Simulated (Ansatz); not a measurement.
# Single-point calculation, with input and output: MoS2 (part 2 of 3)

The same run, continued: MoS2 (P6₃/mmc, 6 atoms in the cell); DFT PBE, scalar-relativistic, plane waves, PAW, spin-polarised (Ansatz 0.2.0); cutoff 420 eV, 7×7×2 k-mesh, Gaussian smearing of 0.05 eV, collinear spins. The structure derives from an entry of the Crystallography Open Database. It belongs to a series of runs on one base structure; here: random orbitals: random, high filling.

Geometry of the input (Å; fractional positions):
```
3.1610  0.0000  0.0000
-1.5805  2.7375  0.0000
0.0000  0.0000  12.2950
Mo 0.3333  0.6667  0.2500
Mo 0.6667  0.3333  0.7500
S  0.3333  0.6667  0.6275
S  0.6667  0.3333  0.1275
S  0.3333  0.6667  0.8725
S  0.6667  0.3333  0.3725
```

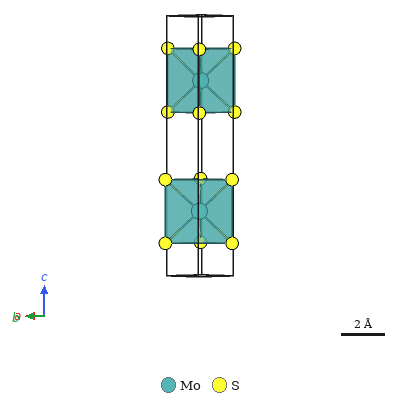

*The input geometry (polyhedral view of the cell of the calculation, seen at an oblique angle; polyhedra are completed across the faces of the cell).*

Log, continued:
```
SCF iter   1: F=—  HF=-13494.345292 eV  |F-HF|=—  |Δ(HF+E_count)|=         —  Δρ=8.37e-2 (↑8.37e-2 ↓8.33e-2)  dr2=5.07e1  dr2_m=1.19e0  M=0.000 μB ∫|m|=4.013 μB  β_m=0.30  ethr=3.10e-3  ⟨swp⟩=7.4  Hψ=16843  notcnv=0  defer=8
preconditioner: auto → Resta (q_TF=auto, 2.421 Å⁻¹)  ε∞=3.8  [insulator: Δε(μ)=3.322 eV  Ē_g=12.801 eV  σ=0.050 eV  W_gap=1.00  n_scr=26 (ndim 8)  ℏωp=21.6 eV  f_vac=0.004  D(μ)=0.00/eV (n_scr^D=0)  ε∞_Penn≈3.8]
spin=Collinear: Resta preconditioning applied to the charge; magnetization (m = ρ↑ − ρ↓) channel mixes plain (no charge-response kernel on spin).
SCF iter   2: F=—  HF=-13483.408414 eV  |F-HF|=—  |Δ(HF+E_count)|=    1.09e1  Δρ=5.45e-2 (↑5.45e-2 ↓5.43e-2)  dr2=1.75e1  dr2_m=5.65e-1  M=0.000 μB ∫|m|=4.046 μB  β_m=0.30  ethr=3.10e-3  ⟨swp⟩=5.4  Hψ=9923  notcnv=0  defer=323
SCF iter   3: F=—  HF=-13478.823609 eV  |F-HF|=—  |Δ(HF+E_count)|=    4.58e0  Δρ=2.51e-2 (↑2.51e-2 ↓2.51e-2)  dr2=2.83e0  dr2_m=2.09e-1  M=-0.016 μB ∫|m|=4.163 μB  β_m=1.00  ethr=3.10e-3  ⟨swp⟩=8.6  Hψ=12628  notcnv=0  defer=284
SCF iter   4: F=—  HF=-13480.082035 eV  |F-HF|=—  |Δ(HF+E_count)|=    1.26e0  Δρ=2.60e-2 (↑2.60e-2 ↓2.56e-2)  dr2=6.16e0  dr2_m=2.92e-2  M=0.000 μB ∫|m|=4.112 μB  β_m=0.30  ethr=3.10e-3  ⟨swp⟩=6.4  Hψ=10133  notcnv=0  defer=275
SCF iter   5: F=—  HF=-13478.557682 eV  |F-HF|=—  |Δ(HF+E_count)|=    1.52e0  Δρ=3.94e-3 (↑3.94e-3 ↓3.91e-3)  dr2=7.34e-2  dr2_m=3.40e-3  M=0.000 μB ∫|m|=4.188 μB  β_m=1.00  ethr=3.10e-3  ⟨swp⟩=6.3  Hψ=8689  notcnv=0  defer=270
SCF iter   6: F=—  HF=-13478.569806 eV  |F-HF|=—  |Δ(HF+E_count)|=   1.21e-2  Δρ=2.47e-3 (↑2.47e-3 ↓2.41e-3)  dr2=5.79e-2  dr2_m=6.14e-5  M=0.000 μB ∫|m|=4.195 μB  β_m=0.30  ethr=1.41e-4  ⟨swp⟩=4.5  Hψ=5442  notcnv=0  defer=272
SCF iter   7: F=—  HF=-13478.562342 eV  |F-HF|=—  |Δ(HF+E_count)|=   7.46e-3  Δρ=6.55e-4 (↑6.36e-4 ↓6.55e-4)  dr2=2.00e-3  dr2_m=1.86e-4  M=-0.000 μB ∫|m|=4.207 μB  β_m=1.00  ethr=1.11e-4  ⟨swp⟩=4.0  Hψ=5663  notcnv=0  defer=259
SCF iter   8: F=—  HF=-13478.563180 eV  |F-HF|=—  |Δ(HF+E_count)|=   8.38e-4  Δρ=2.06e-4 (↑2.04e-4 ↓2.06e-4)  dr2=1.41e-4  dr2_m=4.13e-6  M=-0.000 μB ∫|m|=4.209 μB  β_m=1.00  ethr=3.85e-6  ⟨swp⟩=2.3  Hψ=4921  notcnv=0  defer=247
SCF iter   9: F=—  HF=-13478.563761 eV  |F-HF|=—  |Δ(HF+E_count)|=   5.81e-4  Δρ=7.73e-5 (↑7.73e-5 ↓7.52e-5)  dr2=3.42e-5  dr2_m=7.94e-7  M=0.000 μB ∫|m|=4.210 μB  β_m=0.30  ethr=2.71e-7  ⟨swp⟩=2.0  Hψ=5750  notcnv=0  defer=244
Mixer restart at iter 9: flushing history
spin-set hold released at iteration 9 (site moments contracting): the magnetisation degrees of freedom join the quasi-Newton model from the next iteration; the mixer history was flushed
SCF iter  10: F=—  HF=-13478.564030 eV  |F-HF|=—  |Δ(HF+E_count)|=   2.68e-4  Δρ=5.33e-5 (↑5.33e-5 ↓5.15e-5)  dr2=6.95e-6  dr2_m=7.80e-7  M=-0.000 μB ∫|m|=4.210 μB  β_m=0.64  ethr=6.57e-8  ⟨swp⟩=2.1  Hψ=5823  notcnv=0  defer=244
SCF iter  11: F=—  HF=-13478.564308 eV  |F-HF|=—  |Δ(HF+E_count)|=   2.79e-4  Δρ=3.49e-5 (↑3.49e-5 ↓3.33e-5)  dr2=1.20e-5  dr2_m=2.79e-7  M=0.000 μB ∫|m|=4.209 μB  β_m=0.56  ethr=1.34e-8  ⟨swp⟩=3.3  Hψ=6988  notcnv=0  defer=244
SCF iter  12: F=—  HF=-13478.564307 eV  |F-HF|=—  |Δ(HF+E_count)|=   1.56e-6  Δρ=1.32e-5 (↑1.31e-5 ↓1.32e-5)  dr2=1.88e-7  dr2_m=1.42e-7  M=0.000 μB ∫|m|=4.209 μB  β_m=0.78  ethr=1.34e-8  ⟨swp⟩=2.0  Hψ=4395  notcnv=0  defer=244
SCF iter  13: F=—  HF=-13478.564307 eV  |F-HF|=—  |Δ(HF+E_count)|=   3.06e-7  Δρ=4.03e-6 (↑4.02e-6 ↓4.03e-6)  dr2=5.80e-8  dr2_m=9.68e-9  M=0.000 μB ∫|m|=4.209 μB  β_m=0.78  ethr=3.62e-10  ⟨swp⟩=2.0  Hψ=5407  notcnv=0  defer=244
Mixer restart at iter 13: flushing history
SCF iter  14: F=—  HF=-13540.734573 eV  |F-HF|=—  |Δ(HF+E_count)|=         —  Δρ=1.22e-1 (↑1.22e-1 ↓1.21e-1)  dr2=1.36e2  dr2_m=1.73e0  M=-0.005 μB ∫|m|=1.629 μB  β_m=0.78  ethr=1.12e-10  ⟨swp⟩=12.8  Hψ=34197  notcnv=0  defer=179
SCF iter  15: F=—  HF=-13562.901946 eV  |F-HF|=—  |Δ(HF+E_count)|=    2.22e1  Δρ=1.26e-1 (↑1.26e-1 ↓1.26e-1)  dr2=1.64e2  dr2_m=4.86e-1  M=-0.078 μB ∫|m|=0.324 μB  β_m=0.00  ethr=1.12e-10  ⟨swp⟩=15.1  Hψ=40205  notcnv=0  defer=277
SCF iter  16: F=—  HF=-13562.577346 eV  |F-HF|=—  |Δ(HF+E_count)|=   3.25e-1  Δρ=1.25e-1 (↑1.25e-1 ↓1.25e-1)  dr2=1.63e2  dr2_m=4.86e-1  M=-0.073 μB ∫|m|=0.322 μB  β_m=0.00  ethr=1.12e-10  ⟨swp⟩=7.5  Hψ=15991  notcnv=0  defer=219
SCF iter  17: F=—  HF=-13562.312478 eV  |F-HF|=—  |Δ(HF+E_count)|=   2.65e-1  Δρ=1.25e-1 (↑1.25e-1 ↓1.25e-1)  dr2=1.62e2  dr2_m=4.93e-1  M=-0.073 μB ∫|m|=0.325 μB  β_m=0.00  ethr=1.12e-10  ⟨swp⟩=7.0  Hψ=15389  notcnv=0  defer=209
SCF iter  18: F=—  HF=-13562.118429 eV  |F-HF|=—  |Δ(HF+E_count)|=   1.94e-1  Δρ=1.25e-1 (↑1.25e-1 ↓1.25e-1)  dr2=1.61e2  dr2_m=5.03e-1  M=-0.061 μB ∫|m|=0.320 μB  β_m=0.01  ethr=1.12e-10  ⟨swp⟩=6.9  Hψ=14244  notcnv=0  defer=209
SCF iter  19: F=—  HF=-13561.503225 eV  |F-HF|=—  |Δ(HF+E_count)|=   6.15e-1  Δρ=1.24e-1 (↑1.24e-1 ↓1.24e-1)  dr2=1.57e2  dr2_m=5.22e-1  M=-0.031 μB ∫|m|=0.304 μB  β_m=0.02  ethr=1.12e-10  ⟨swp⟩=8.4  Hψ=18996  notcnv=0  defer=218
SCF iter  20: F=—  HF=-13560.036901 eV  |F-HF|=—  |Δ(HF+E_count)|=    1.47e0  Δρ=1.23e-1 (↑1.23e-1 ↓1.23e-1)  dr2=1.50e2  dr2_m=5.41e-1  M=0.004 μB ∫|m|=0.326 μB  β_m=0.01  ethr=1.12e-10  ⟨swp⟩=9.2  Hψ=22376  notcnv=0  defer=235
SCF iter  21: F=—  HF=-13557.523720 eV  |F-HF|=—  |Δ(HF+E_count)|=    2.51e0  Δρ=1.20e-1 (↑1.19e-1 ↓1.20e-1)  dr2=1.39e2  dr2_m=5.53e-1  M=0.000 μB ∫|m|=0.314 μB  β_m=0.02  ethr=1.12e-10  ⟨swp⟩=9.2  Hψ=21898  notcnv=0  defer=222
SCF iter  22: F=—  HF=-13551.272473 eV  |F-HF|=—  |Δ(HF+E_count)|=    6.25e0  Δρ=1.13e-1 (↑1.11e-1 ↓1.13e-1)  dr2=1.11e2  dr2_m=7.00e-1  M=0.000 μB ∫|m|=0.315 μB  β_m=0.03  ethr=1.12e-10  ⟨swp⟩=10.3  Hψ=24949  notcnv=0  defer=218
SCF iter  23: F=—  HF=-13534.275693 eV  |F-HF|=—  |Δ(HF+E_count)|=    1.70e1  Δρ=8.63e-2 (↑7.74e-2 ↓8.63e-2)  dr2=3.72e1  dr2_m=8.57e-1  M=-0.000 μB ∫|m|=0.368 μB  β_m=0.13  ethr=1.12e-10  ⟨swp⟩=11.4  Hψ=29391  notcnv=0  defer=189
SCF iter  24: F=—  HF=-13527.979811 eV  |F-HF|=—  |Δ(HF+E_count)|=    6.30e0  Δρ=7.19e-2 (↑4.82e-2 ↓7.19e-2)  dr2=1.39e2  dr2_m=6.37e-1  M=-0.420 μB ∫|m|=0.890 μB  β_m=0.18  ethr=1.12e-10  ⟨swp⟩=10.4  Hψ=26464  notcnv=0  defer=302  recentre
SCF iter  25: F=—  HF=-13527.011550 eV  |F-HF|=—  |Δ(HF+E_count)|=   9.68e-1  Δρ=5.61e-2 (↑4.04e-2 ↓5.61e-2)  dr2=5.99e1  dr2_m=4.17e-1  M=-0.337 μB ∫|m|=0.804 μB  β_m=0.57  ethr=1.12e-10  ⟨swp⟩=8.6  Hψ=21879  notcnv=0  defer=189
SCF iter  26: F=—  HF=-13527.203867 eV  |F-HF|=—  |Δ(HF+E_count)|=   1.92e-1  Δρ=5.04e-2 (↑3.66e-2 ↓5.04e-2)  dr2=9.63e1  dr2_m=1.63e-1  M=0.101 μB ∫|m|=1.020 μB  β_m=0.46  ethr=1.12e-10  ⟨swp⟩=9.7  Hψ=23829  notcnv=0  defer=181
SCF iter  27: F=—  HF=-13525.526389 eV  |F-HF|=—  |Δ(HF+E_count)|=    1.68e0  Δρ=2.58e-2 (↑7.28e-3 ↓2.58e-2)  dr2=7.28e0  dr2_m=1.74e-1  M=0.048 μB ∫|m|=0.892 μB  β_m=0.46  ethr=1.12e-10  ⟨swp⟩=8.5  Hψ=21782  notcnv=0  defer=162
SCF iter  28: F=—  HF=-13525.579236 eV  |F-HF|=—  |Δ(HF+E_count)|=   5.28e-2  Δρ=1.81e-2 (↑5.69e-3 ↓1.81e-2)  dr2=4.33e0  dr2_m=9.07e-2  M=0.042 μB ∫|m|=0.691 μB  β_m=0.73  ethr=1.12e-10  ⟨swp⟩=7.7  Hψ=18683  notcnv=0  defer=162
SCF iter  29: F=—  HF=-13525.680833 eV  |F-HF|=—  |Δ(HF+E_count)|=   1.02e-1  Δρ=1.03e-2 (↑1.03e-2 ↓1.03e-2)  dr2=4.17e0  dr2_m=7.60e-3  M=0.010 μB ∫|m|=0.222 μB  β_m=0.56  ethr=1.12e-10  ⟨swp⟩=8.3  Hψ=19623  notcnv=0  defer=162
SCF iter  30: F=—  HF=-13525.548402 eV  |F-HF|=—  |Δ(HF+E_count)|=   1.32e-1  Δρ=6.07e-3 (↑6.07e-3 ↓4.16e-3)  dr2=1.06e0  dr2_m=4.45e-3  M=0.040 μB ∫|m|=0.117 μB  β_m=0.49  ethr=1.12e-10  ⟨swp⟩=7.8  Hψ=19456  notcnv=0  defer=154
SCF iter  31: F=—  HF=-13525.522431 eV  |F-HF|=—  |Δ(HF+E_count)|=   2.60e-2  Δρ=5.72e-3 (↑2.77e-3 ↓5.72e-3)  dr2=7.99e-1  dr2_m=5.90e-3  M=0.041 μB ∫|m|=0.146 μB  β_m=0.74  ethr=1.12e-10  ⟨swp⟩=7.4  Hψ=16566  notcnv=0  defer=153
SCF iter  32: F=—  HF=-13525.448672 eV  |F-HF|=—  |Δ(HF+E_count)|=   7.38e-2  Δρ=5.04e-3 (↑5.04e-3 ↓1.48e-3)  dr2=2.90e-1  dr2_m=5.77e-3  M=0.000 μB ∫|m|=0.068 μB  β_m=0.68  ethr=1.12e-10  ⟨swp⟩=7.6  Hψ=18860  notcnv=0  defer=147
SCF iter  33: F=—  HF=-13525.458702 eV  |F-HF|=—  |Δ(HF+E_count)|=   1.00e-2  Δρ=2.26e-3 (↑2.26e-3 ↓2.11e-3)  dr2=2.69e-1  dr2_m=3.26e-4  M=0.000 μB ∫|m|=0.018 μB  β_m=0.84  ethr=1.12e-10  ⟨swp⟩=6.7  Hψ=15569  notcnv=0  defer=138
SCF iter  34: F=—  HF=-13525.420254 eV  |F-HF|=—  |Δ(HF+E_count)|=   3.84e-2  Δρ=1.99e-3 (↑1.99e-3 ↓1.68e-3)  dr2=1.20e-1  dr2_m=2.14e-4  M=-0.000 μB ∫|m|=0.010 μB  β_m=0.66  ethr=1.12e-10  ⟨swp⟩=7.4  Hψ=17318  notcnv=0  defer=138
SCF iter  35: F=—  HF=-13525.403001 eV  |F-HF|=—  |Δ(HF+E_count)|=   1.73e-2  Δρ=1.86e-3 (↑1.86e-3 ↓6.03e-4)  dr2=4.62e-2  dr2_m=6.87e-4  M=0.000 μB ∫|m|=0.030 μB  β_m=0.83  ethr=1.12e-10  ⟨swp⟩=7.2  Hψ=16953  notcnv=0  defer=118
SCF iter  36: F=—  HF=-13525.394616 eV  |F-HF|=—  |Δ(HF+E_count)|=   8.38e-3  Δρ=1.01e-3 (↑1.01e-3 ↓2.89e-4)  dr2=1.16e-2  dr2_m=1.77e-4  M=0.000 μB ∫|m|=0.015 μB  β_m=0.81  ethr=1.12e-10  ⟨swp⟩=6.7  Hψ=16096  notcnv=0  defer=114
SCF iter  37: F=—  HF=-13525.392422 eV  |F-HF|=—  |Δ(HF+E_count)|=   2.19e-3  Δρ=1.77e-4 (↑1.77e-4 ↓1.15e-4)  dr2=3.63e-4  dr2_m=1.06e-5  M=0.000 μB ∫|m|=0.005 μB  β_m=0.89  ethr=1.12e-10  ⟨swp⟩=6.2  Hψ=15040  notcnv=0  defer=121
SCF iter  38: F=—  HF=-13525.392354 eV  |F-HF|=—  |Δ(HF+E_count)|=   6.83e-5  Δρ=6.09e-5 (↑6.09e-5 ↓3.75e-5)  dr2=4.28e-5  dr2_m=1.05e-6  M=0.000 μB ∫|m|=0.002 μB  β_m=0.88  ethr=1.12e-10  ⟨swp⟩=5.1  Hψ=10832  notcnv=0  defer=119
SCF iter  39: F=—  HF=-13525.392351 eV  |F-HF|=—  |Δ(HF+E_count)|=   3.45e-6  Δρ=1.99e-5 (↑1.99e-5 ↓1.84e-5)  dr2=9.12e-6  dr2_m=4.05e-8  M=0.000 μB ∫|m|=0.000 μB  β_m=0.76  ethr=1.12e-10  ⟨swp⟩=4.1  Hψ=9262  notcnv=0  defer=119
SCF iter  40: F=—  HF=-13525.392350 eV  |F-HF|=—  |Δ(HF+E_count)|=   7.04e-7  Δρ=6.24e-6 (↑6.24e-6 ↓4.88e-6)  dr2=2.39e-7  dr2_m=6.61e-9  M=0.000 μB ∫|m|=0.000 μB  β_m=0.75  ethr=1.12e-10  ⟨swp⟩=3.6  Hψ=7492  notcnv=0  defer=119
iter 41 did not close the SCF: its close was put off for a magnetic moment that had not settled (scf_convergence_deferred on its scf_iter line)
SCF iter  41: F=-13525.392350 eV  HF=-13525.392350 eV  |F-HF|=2.49e-8  |Δ(HF+E_count)|=   3.61e-8  Δρ=2.59e-6 (↑2.59e-6 ↓2.54e-6)  dr2=5.34e-8  dr2_m=1.23e-9  M=0.000 μB ∫|m|=0.000 μB  β_m=0.73  ethr=1.12e-10  ⟨swp⟩=16.9  Hψ=30600  notcnv=0
iter 42 did not close the SCF: its close was put off for a magnetic moment that had not settled (scf_convergence_deferred on its scf_iter line)
SCF iter  42: F=-13525.392350 eV  HF=-13525.392350 eV  |F-HF|=6.58e-10  |Δ(HF+E_count)|=   1.08e-8  Δρ=9.36e-7 (↑8.97e-7 ↓9.36e-7)  dr2=5.71e-9  dr2_m=1.93e-10  M=0.000 μB ∫|m|=0.000 μB  β_m=0.74  ethr=1.03e-10  ⟨swp⟩=6.3  Hψ=19995  notcnv=0
SCF iter  43: F=-13525.392350 eV  HF=-13525.392350 eV  |F-HF|=1.47e-10  |Δ(HF+E_count)|=   2.72e-9  Δρ=2.97e-7 (↑2.97e-7 ↓2.90e-7)  dr2=5.57e-10  dr2_m=3.04e-11  M=0.000 μB ∫|m|=0.000 μB  ethr=1.10e-11  ⟨swp⟩=5.6  Hψ=18687  notcnv=0
WARN: the starting moments were not kept: the SCF closed with an absolute magnetisation of 8.8e-6 μB, where they sum to 4 μB in size (2 sites). That is at most 0.1 of that sum. Measured as dr2_m measures the in/out step, that magnetisation stands 6.9e-12 eV from none, at or under the dr2_threshold of 1.0e-7 eV: it is no larger than a step whose dr2_m would equal this threshold. The system may hold no moment; this SCF shows only that its start led to no more than that. To try another start: raise the starting moments (crystal.atoms[].spin, magnetization.per_species, magnetization.initial_magnetization, or on a non-collinear deck that types none of these the spinor_matrix: blocks that start its atoms; where the total moment is fixed, keep their sum and leave initial_magnetization as it is; typed ones take the place of any that the run laid by itself, positive ones on a crystal's lanthanoids without a Hubbard term where scf.initial_density.shell_occupations: [] is typed) or, if the notice of its spin-set hold's release reads "site moments contracting" or "site moments show no strong build", lengthen the hold (scf.mixing.spin_hold: { on: { confirm: 4 } }; for m-r²SCAN on two components see the key's manual first). Each may lead to a state that holds a moment. A second SCF, from the converged charge density, with the starting moments and any scf.initial_density.shell_occupations laid on it anew, would have followed, and was not run: the deck does not ask for one (magnetization.retry_lost_moments is false, the default). To let it run, set magnetization.retry_lost_moments: true and run the deck again, where that key's refused combinations let it; where memory then withholds it, that run's warning says so.
WARN: hamiltonian.hubbard: on 4 of 4 specified blocks the occupation matrix of this SCF's result fails the test of the specified filling. At site 0 ↑ (sites count from 0 in the list of atoms of the cell that this SCF solves) the least filled combination of the orbitals specified full has occupation 0.497, and the fullest combination of the orbitals specified empty has occupation 0.581; the filling counts as kept where the first is at least 0.75 and exceeds the second by more than 0.25. The same holds at site 0 ↓, site 1 ↑, site 1 ↓. The state of this SCF's result may not hold the specified filling, though these bounds can also misjudge a state that does. This warning does not say which state is lower in energy, or whether the specified filling is a self-consistent state at all; see hamiltonian.hubbard.sites[].starting_ns, Limitations, and scf.initial_density.shell_occupations in the input reference
SCF 1 converged in 43 iterations: F = -13525.392350 eV  dr2 = 5.57e-10
  greatest PAW one-centre occupation: 0.998 electrons in one spin orbital (limit 2), on the Mo atom at site 0 (counted from 0), in its partial waves of l = 0
SCF converged after 43 iterations
Magnetization: 0.0000 μB (26.0000 up, 26.0000 down)
Absolute magnetization: 0.0000 μB (∫|ρ↑−ρ↓|, with the PAW one-centre terms)
Spin contamination: 0.0000 ħ² per cell (⟨S²⟩ above its minimum at these occupations)
Per-site moments (μB) at R_I (Å): [(2.253893336018077e-6, 0.9760741621119455), (-7.762295436046447e-7, 0.9760741621119459), (4.168800700233276e-7, 0.9760741621119459), (-9.756054124450785e-7, 0.9760741621119455), (3.171861439141687e-7, 0.9760741621119459), (-9.55629803560598e-7, 0.9760741621119455)]
Free energy (F): -13525.392350 eV
```
